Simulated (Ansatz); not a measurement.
System: GaP (interface cell).

Input file:

```
crystal:
  lattice:
    - [3.8926748957, 0.0, 0.0]
    - [0.0, 5.5050736314, 0.0]
    - [0.0, 0.0, 15.5706995828]
  atoms:
    - { symbol: Ga, position: [0.0, 0.0, 0.0] }
    - { symbol: P, position: [0.0, 0.75, 0.125] }
    - { symbol: Ga, position: [0.5, 0.5, 0.125] }
    - { symbol: P, position: [0.5, 0.25, 0.25] }
    - { symbol: Ga, position: [0.0, 0.0, 0.25] }
    - { symbol: P, position: [0.0, 0.75, 0.375] }
    - { symbol: Ga, position: [0.5, 0.5, 0.375] }
    - { symbol: Ga, position: [0.5, 0.25, 0.5] }
    - { symbol: P, position: [0.0, 0.0, 0.5] }
    - { symbol: Ga, position: [0.0, 0.75, 0.625] }
    - { symbol: P, position: [0.5, 0.5, 0.625] }
    - { symbol: Ga, position: [0.5, 0.25, 0.75] }
    - { symbol: P, position: [1.0, 0.0, 0.75] }
    - { symbol: Ga, position: [0.0, 0.75, 0.875] }
    - { symbol: P, position: [0.5, 0.5, 0.875] }
    - { symbol: P, position: [0.5, 0.25, 0.0] }
basis:
  ecutwfc: 420
kpoints:
  mp_grid: { grid: [8, 6, 2] }
hamiltonian:
  xc: pbe
scf:
  occupations: { method: gaussian, width: 0.05 }
output:
  forces: true
  stress: true
  eigenvalues: true
  populations: true
  write_density: true
  write_potential: true
  elf: true
  volumetric_format: npy
relax:
  adjacent_minimum: "off"
  f_tol: 0.02
  max_steps: 45
  cell: { fix: [a, b, alpha, beta, gamma], stress_tol: 0.1 }
```

Run with:

```sh
ansatz run input.yaml --threads 2 --pin off --max-ram 5120MiB --backend cpu --events-out ev --progress --plain --runs-dir out
```

The fields are those of the relaxed geometry.

Computed with DFT PBE, scalar-relativistic, plane waves, PAW in Ansatz.

> Predict the valence pseudo-density and electron localisation function between the atoms.

P–P (2.23 Å): ρ is about 0.74 e/Å³ halfway; the ELF peaks at about 0.90 between the atoms, as expected for a covalent bond.
Ga–P (2.38 Å): ρ at the midpoint is about 0.53 e/Å³; the ELF peaks at about 0.90 in the valence shell of P, 0.9 Å from its nucleus, and is about 0.75 at the midpoint.
Ga–Ga (2.45 Å): ρ is about 0.45 e/Å³ halfway; the ELF peaks at about 0.70 between the atoms.

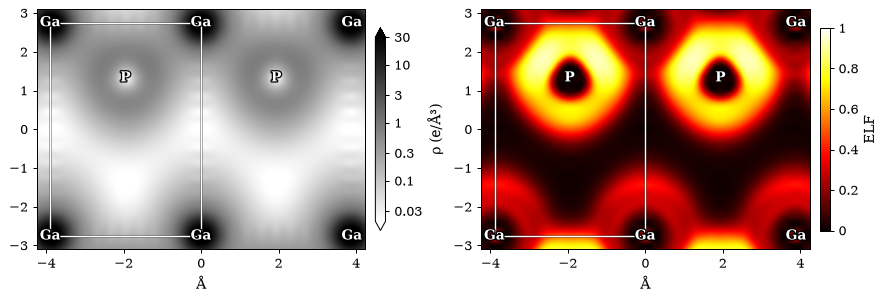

Computed valence pseudo-density and electron localisation function on the (001) plane of the calculation cell, in this order. 
